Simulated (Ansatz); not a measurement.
# Ta: 5 runs along one coordinate

System: Ta (4 atoms in the cell).
Method: DFT, revPBE, plane waves (420 eV) with PAW, scalar-relativistic, no spin polarisation (Ansatz 0.2.0).

The 5 runs differ only in the geometry, by an even scaling of the cell at fixed fractional positions.

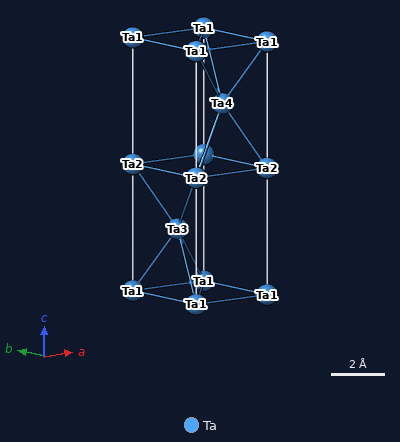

Figure 1. The structure of run 3 (ball-and-stick view of the cell of the calculation, seen at an oblique angle; atoms are numbered from 1 in the order of the input).

## Input of run 3
```yaml
crystal:
  lattice:
    - [2.9928989937, 0.0, 0.0]
    - [-1.4964494969, 2.5919265595, 0.0]
    - [0.0, 0.0, 10.2071661719]
  atoms:
    - { symbol: Ta, position: [1.0, 1.0, 1.0] }
    - { symbol: Ta, position: [1.0, 1.0, 0.5] }
    - { symbol: Ta, position: [0.3333333333, 0.6666666667, 0.25] }
    - { symbol: Ta, position: [0.6666666667, 0.3333333333, 0.75] }
hamiltonian:
  xc: revpbe
  pseudopotentials:
    kind: paw
    azcp:
      Ta: "pseudopotentials/Ta.paw.azcp"
basis:
  ecutwfc: 420
  fft_grid_basis: typed
kpoints:
  mp_grid: { grid: [14, 14, 4], shift: [0, 0, 0] }
magnetization:
  spin_polarized: false
scf:
  occupations: { method: fermi_dirac, width: 0.1 }
  lower_state_search: "off"
output:
  stress: true
```

Run 2 differs from it as follows:
```diff
-    - [2.9928989937, 0.0, 0.0]
-    - [-1.4964494969, 2.5919265595, 0.0]
-    - [0.0, 0.0, 10.2071661719]
+    - [2.9141016143, 0.0, 0.0]
+    - [-1.4570508072, 2.5236860272, 0.0]
+    - [0.0, 0.0, 9.9384307594]
```

## Results, with one run withheld

| run | volume per atom (Å³) | free energy per atom, from the lowest run given (meV) | pressure (GPa) |
| --- | --- | --- | --- |
| 1 | 17.511 | 64.01 | 18.03 |
| 2 | 18.272 | ? | ? |
| 3 | 19.795 | 0.00 | −6.72 |
| 4 | 20.557 | 45.60 | −12.29 |
| 5 | 21.318 | 115.29 | −16.89 |

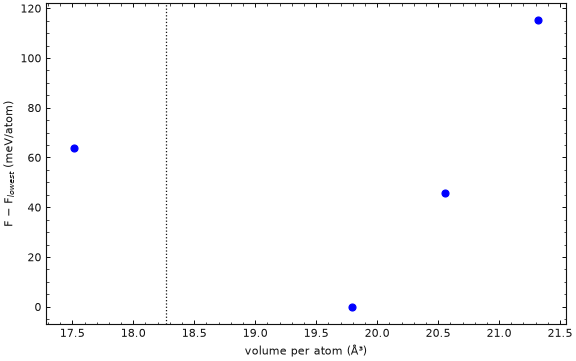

Figure 2. Free energy per atom of the runs given; the dotted line marks run 2.

What should run 2 give?

A quadratic polynomial in V^(−2/3) (the Birch–Murnaghan form), fitted to the 4 runs given, misses them by at most 0.12 meV per atom. With x = V^(−2/3) − 0.13707 Å⁻², it reads F = −3.6562 − 8140.3 x + 1.2623e+06 x² (meV per atom). At run 2 it gives 1.97 meV per atom, and the run itself gives 2.48. The slope of the fit gives a pressure −dF/dV of 8.20 GPa there, and the run prints 8.18 GPa. The fit has its minimum at 19.030 Å³ per atom, where V d²F/dV² gives 186 GPa. Cell shape and fractional positions are held, so this is the stiffness under even scaling; the relaxed bulk modulus wasn't computed. So low a polynomial doesn't follow these energies more closely.

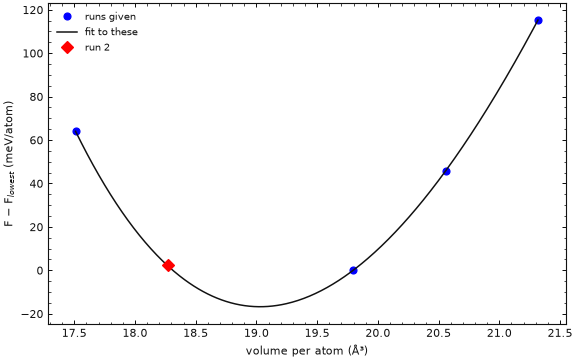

Figure 3. The fit and the withheld run.

## Output, shortened to warnings, some set-up lines, iterations and results (run 2)
```
Basis set: ecut = 420 eV, 1413 PW (Γ)
Symmetry: 24 space group operations
k-points: 72 of 784
Initial density: superposition of atomic densities (neutral atoms: chi_scale 0, normalization atom), corrected by the library's trained network
[...]
SCF iter   1: F=—  HF=-39763.767147 eV  |F-HF|=—  |Δ(HF+E_count)|=         —  Δρ=5.50e-3  dr2=4.78e-2  ethr=1.77e-3  ⟨swp⟩=4.2  Hψ=9040  notcnv=0
SCF iter   2: F=—  HF=-39763.763927 eV  |F-HF|=—  |Δ(HF+E_count)|=   3.22e-3  Δρ=3.07e-3  dr2=1.17e-2  ethr=9.20e-5  ⟨swp⟩=1.0  Hψ=2880  notcnv=0
SCF iter   3: F=—  HF=-39763.763226 eV  |F-HF|=—  |Δ(HF+E_count)|=   7.01e-4  Δρ=4.75e-4  dr2=1.24e-4  ethr=2.25e-5  ⟨swp⟩=1.5  Hψ=2377  notcnv=0
SCF iter   4: F=—  HF=-39763.763209 eV  |F-HF|=—  |Δ(HF+E_count)|=   1.73e-5  Δρ=6.95e-5  dr2=3.19e-6  ethr=2.39e-7  ⟨swp⟩=2.0  Hψ=2990  notcnv=0
SCF iter   5: F=—  HF=-39763.763208 eV  |F-HF|=—  |Δ(HF+E_count)|=   4.99e-7  Δρ=1.54e-5  dr2=1.04e-7  ethr=6.14e-9  ⟨swp⟩=2.3  Hψ=3130  notcnv=0
SCF iter   6: F=-39763.763208 eV  HF=-39763.763208 eV  |F-HF|=1.08e-9  |Δ(HF+E_count)|=   1.83e-8  Δρ=2.81e-6  dr2=4.98e-9  ethr=1.92e-10  ⟨swp⟩=4.0  Hψ=7065  notcnv=0
SCF 1 converged in 6 iterations: F = -39763.763208 eV  dr2 = 4.98e-9
SCF converged after 6 iterations
Free energy (F): -39763.763208 eV
Harris-Foulkes:  -39763.763208 eV  (|F-HF|=1.08e-9)
Internal energy: -39763.616934 eV  (E = F + TS)
E sigma→0 (E₀):  -39763.690071 eV
Entropy (-TS):   -0.146274 eV (-36.569 meV/atom)
Fermi energy:    18.822695 eV
--- Per-component energies (eV) ---
  E_band       = -425.295661
  E_kinetic    = 1464.564639
  E_local      = -2224.054046  (includes V_loc(G=0)·N_el)
  E_nonlocal   = 55.901860
  E_hartree    = 771.502540
  E_xc         = -874.808675
  E_vxc        = -815.888393  (∫ρ·V_xc dr)
  E_paw        = -33621.022273  (= ΣΔE_a)
  E_vpaw       = -448.823478  (= ΣTr[D̂ρ^β])
  E_aug_tail   = 0.000631  (compensation charges beyond the density's cutoff)
  E_ewald      = -5335.624526
  E_core_change = -0.077085  (= ΣΔE_core)
  E_smearing   = -0.146274  (= −TS)
  E_closure    = 0.000000  (closes the sum)
  Σ components = -39763.763208   (vs F -39763.763208, Δ=0.00e0)
--- Stress (GPa, compression-positive) ---
        8.192223      -0.000000       0.000000
       -0.000000       8.192223       0.000000
        0.000000       0.000000       8.153667
  P = ⅓ Tr σ = 8.1794 GPa (81.794 kbar)
```

Notes: Spin–orbit coupling is left out, which matters for Ta.
